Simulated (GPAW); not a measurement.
## ZnS (F-43m): refractive index against wavelength

The refractive index of ZnS (F-43m) below the direct gap (2.10 eV on the mesh) is read from one computed spectrum, n = √(Re ε).

The structure is cubic, space group F-43m (No. 216). The conventional cell has a = 5.404 Å, b = 5.404 Å, c = 5.404 Å, α = 90.00°, β = 90.00°, γ = 90.00°. Zn on site c is surrounded by 4 S at 2.34 Å. Around S on site a lie 4 Zn at 2.34 Å.

Method: GPAW 26.7.0, PBE, RPA, k-mesh 11×11×11, local fields up to 50 eV, Lorentzian half width 0.12 eV.

Launch of the response step: `OMP_NUM_THREADS=1 python df.py`. The run took 2.2 min, its band step included, on 1 thread of Arm Neoverse V1, with other jobs on the host.

```
wavelength (nm)  photon energy E (eV)       n
           3000                 0.413  2.3807
           2000                 0.620  2.3885
           1550                 0.800  2.3982
           1310                 0.946  2.4082
           1064                 1.165  2.4275
            850                 1.459       ?
```

In the single-oscillator model n² − 1 = E₀E_d/(E₀² − E²), so 1/(n² − 1) = E₀/E_d − E²/(E₀E_d) is linear in E².

Working, on the rows shown:

| x = E² (eV²) | y = 1/(n² − 1) |
| --- | --- |
| 0.170801 | 0.214237 |
| 0.384302 | 0.212543 |
| 0.639837 | 0.210466 |
| 0.895757 | 0.208358 |
| 1.35784 | 0.204384 |

Means: x̄ = 0.68971, ȳ = 0.21. Σ(x − x̄)(y − ȳ) = -0.007089, Σ(x − x̄)² = 0.8539. Slope = -0.007089 / 0.8539 = -0.008302; intercept = ȳ − slope · x̄ = 0.21572. Turned back into n, the line misses the rows shown by at most 0.00034.

Problem. Fill in the last column of the withheld row.

Solution. At x = 2.1276 the line gives y = 0.19806, that is 2.4595. The run gave 2.4634, so the extrapolation is off by 0.0039, 5 % of the range in the table.

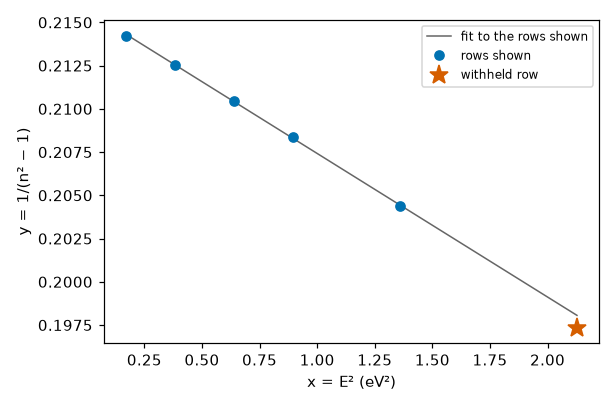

Refitted with all rows, the slope is -0.008654 and the intercept 0.21592. These give E₀ = √(intercept/−slope) = 5.00 eV and E_d = E₀/intercept = 23.1 eV; E₀ is 2.4 times the direct gap. The electronic limit at long wavelengths, without lattice vibrations, is n = √(1 + 1/intercept) = 2.373. The cell comes from an older database entry, whose edges can be off by a per cent or so. Excitons are left out; PBE gaps are as a rule too small. The values come from a sum over the points of one k-mesh and carry its error, which grows as the direct gap shrinks.

[Logs are printed without paths, hosts, clocks, repeated set-up lines and the standing remarks that a program may print on its own settings, such as how far it seeks lower states.]
